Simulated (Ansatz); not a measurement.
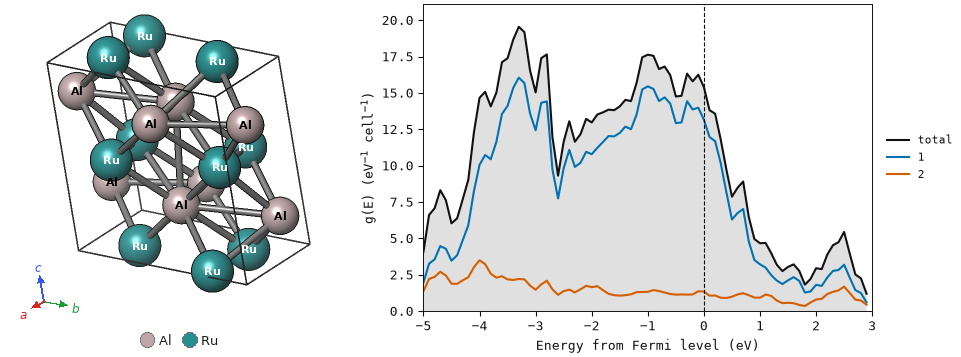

Density of states, beside the structure. Energies are counted from the Fermi level. The partial curves are projected on Löwdin-orthogonalised atomic shells.

Calculation on Al₃Ru₄, space group P1 (No. 1), 14 atoms in the cell.

Ansatz 0.2.0; DFT r2SCAN, scalar-relativistic, plane waves, PAW, no spin polarisation, 4×5×5 k mesh, 500 eV cutoff.

**Assign each number in the legend. The candidates: Al 3p, Ru 4d.**

1 is Ru 4d; 2 is Al 3p.

**What is the density of states at the Fermi level?**

It is a metal. The density of states at the Fermi level is about 15 per eV and cell (mean within 0.25 eV), or 1.1 per atom.

The atoms aren't at rest in this cell (largest force 0.4 eV/Å), so the relaxed material can differ. The k mesh is coarse for this system.
